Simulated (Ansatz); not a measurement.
SnO2 (slab)

```cif
data_structure
_symmetry_space_group_name_H-M 'P 1'
_symmetry_Int_Tables_number 1
_cell_length_a 3.2007
_cell_length_b 4.7601
_cell_length_c 28.3554
_cell_angle_alpha 90.000
_cell_angle_beta 90.000
_cell_angle_gamma 90.000
_cell_volume 432.01
loop_
_atom_site_label
_atom_site_type_symbol
_atom_site_fract_x
_atom_site_fract_y
_atom_site_fract_z
_atom_site_occupancy
O1 O 0.50000 0.80596 0.26450 1
O2 O 0.00000 0.30596 0.28325 1
Sn1 Sn 0.50000 0.50000 0.31584 1
O3 O 0.00000 0.69404 0.34843 1
O4 O 0.50000 0.19404 0.36719 1
Sn2 Sn 0.00000 0.00000 0.39977 1
O5 O 0.50000 0.80596 0.43236 1
O6 O 0.00000 0.30596 0.45112 1
Sn3 Sn 0.50000 0.50000 0.48371 1
O7 O 0.00000 0.69404 0.51629 1
O8 O 0.50000 0.19404 0.53505 1
Sn4 Sn 0.00000 0.00000 0.56764 1
O9 O 0.50000 0.80596 0.60023 1
O10 O 0.00000 0.30596 0.61898 1
Sn5 Sn 0.50000 0.50000 0.65157 1
O11 O 0.00000 0.69404 0.68416 1
O12 O 0.50000 0.19404 0.70291 1
Sn6 Sn 0.00000 0.00000 0.73550 1
```

Not relaxed (largest force 0.9 eV/Å).

All numbers below come from DFT r2SCAN, scalar-relativistic, plane waves, PAW (Ansatz 0.2.0).

Q: What can the converged valence pseudo-density and electron localisation function tell about the bonding?

A: Sn–O (2.06 Å): the density is about 0.65 e/Å³ at the midpoint; the ELF peaks at about 0.85 in the valence shell of O, 0.6 Å from its nucleus, and is about 0.25 at the midpoint (no shared electron pair shows on this line).

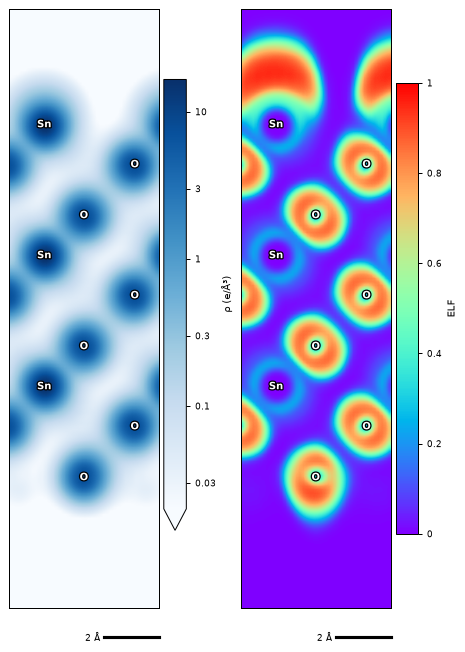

Computed valence pseudo-density and electron localisation function on the (100) plane of the calculation cell, a cut from vacuum to vacuum, in this order. 
